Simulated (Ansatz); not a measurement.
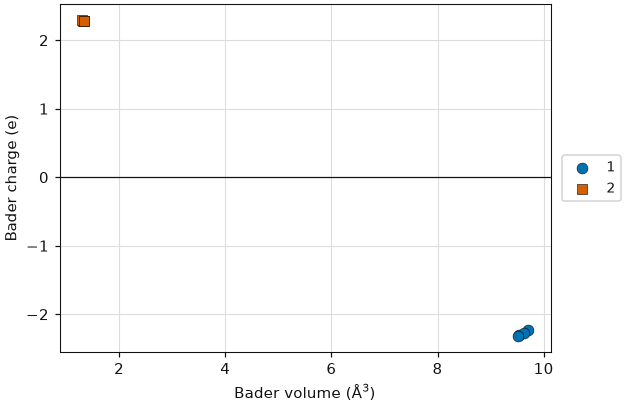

Bader charges of the atoms (positive: electrons lost), against the volumes of their basins.

System: BN, space group P1, 8 atoms in the cell, a distorted cell.

Computed with Ansatz 0.2.0: DFT with m-r2SCAN, PAW plane waves, no spin polarisation, 4×7×4 k mesh, 500 eV cutoff.

Which number is which element?

Answer. 1 is N; 2 is B. The Bader charges are B +2.28 e and N from −2.32 to −2.24 e.

The atoms aren't at rest in this cell (largest force 4.4 eV/Å), so the relaxed material can differ. The cell is at 39 GPa in this functional.
